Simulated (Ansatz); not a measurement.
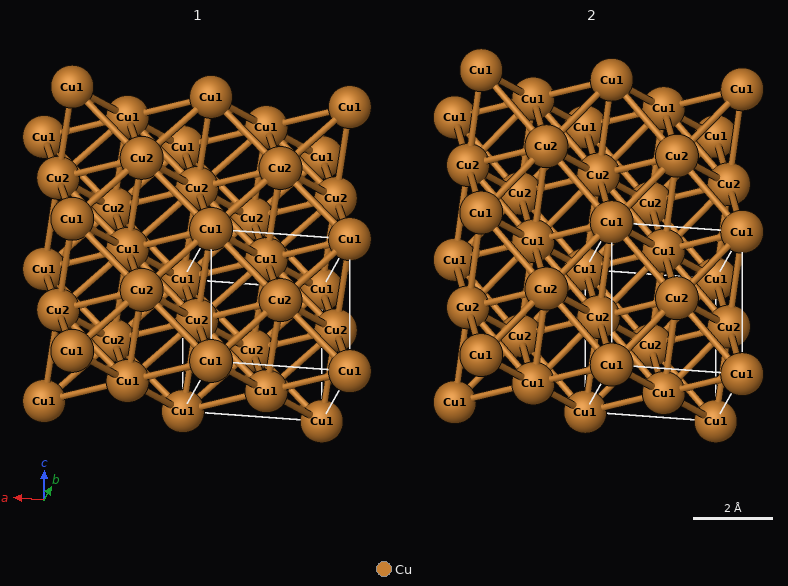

Two geometries of solid Cu (set up in Fm-3m): one is the relaxed structure, the other was perturbed away from it. The picture is a ball-and-stick view of the conventional cell (2 times the calculation's cell), repeated 2 × 1 × 2 with one cell outlined, seen from a free direction. Lengths and directions refer to the drawn axes.

Theory: DFT PBE, scalar-relativistic, plane waves, PAW (Ansatz 0.2.0). Set-up: plane-wave cutoff 420 eV; k-point mesh 20 × 20 × 14; occupations gaussian; smearing width 0.1 eV; no spin polarisation.

Which one is perturbed?

Structure 2 is the perturbed one. Biaxial strain in the a–b plane, −6.0 %, is applied. The c axis and the atoms are relaxed. It costs 52.1 meV per atom. The pressure goes from 0.0 to 8.8 GPa. The principal stresses (compression positive) are 0.0 GPa along c and 13.1 GPa across it. Cell: a = b 3.630 → 3.412 Å (−6.0 %), c 3.630 → 3.915 Å (+7.8 %). Volume −4.7 %. No atom moves by more than 0.005 Å relative to the cell. Some distances before and after: Cu–Cu 2.567 → 2.413 to 2.596 Å. The space group (tolerance 0.01 Å) goes from Fm-3m (No. 225) to I4/mmm (No. 139).
